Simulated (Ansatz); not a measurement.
```cif
data_structure
_symmetry_space_group_name_H-M 'P 1'
_symmetry_Int_Tables_number 1
_cell_length_a 4.4676
_cell_length_b 4.4676
_cell_length_c 4.4676
_cell_angle_alpha 90.000
_cell_angle_beta 90.000
_cell_angle_gamma 90.000
_cell_volume 89.17
loop_
_atom_site_label
_atom_site_type_symbol
_atom_site_fract_x
_atom_site_fract_y
_atom_site_fract_z
_atom_site_occupancy
Al1 Al 0.00000 0.00000 0.00000 1
Ga1 Ga 0.50000 0.50000 0.00000 1
Ga2 Ga 0.50000 0.00000 0.52798 1
Ga3 Ga 0.00000 0.50000 0.47202 1
N1 N 0.74638 0.76368 0.24497 1
N2 N 0.76368 0.25362 0.75503 1
N3 N 0.23632 0.74638 0.75503 1
N4 N 0.25362 0.23632 0.24497 1
```

Space group P-4; a structure from a database of computed crystals, not necessarily the ambient phase; not relaxed (largest force 1.1 eV/Å).

These are results of DFT PBEsol, scalar-relativistic, plane waves, PAW (Ansatz 0.2.0), not measurements.

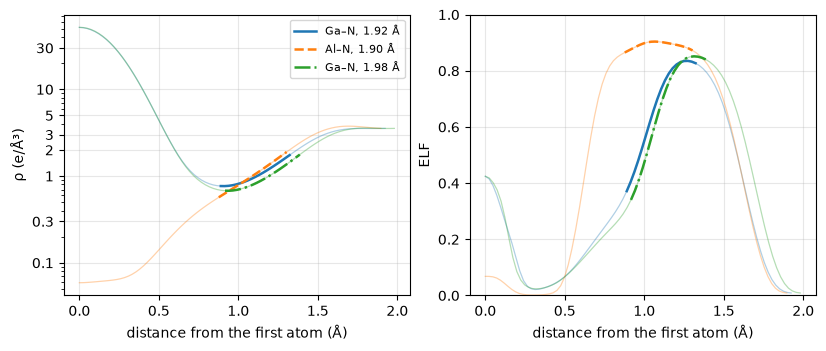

AlGa$_{3}$N$_{4}$. Valence pseudo-density and ELF along straight lines between neighbouring atoms. Thin, pale parts lie inside the atomic spheres.

The density is the valence pseudo-density of a PAW calculation; it isn't the true density close to the nuclei.

Q: What can be read from the curves?

A: Ga–N (1.92 Å): ρ at the midpoint is about 0.78 e/Å³; the ELF peaks at about 0.85 in the valence shell of N, 0.6 Å from its nucleus, and is about 0.50 at the midpoint.
Al–N (1.90 Å): the density is about 0.69 e/Å³ at the midpoint; the ELF peaks at about 0.90 between the atoms; a shared but strongly polarised pair.
Ga–N (1.98 Å): ρ at the midpoint is about 0.69 e/Å³; the ELF peaks at about 0.85 in the valence shell of N, 0.7 Å from its nucleus, and is about 0.45 at the midpoint.
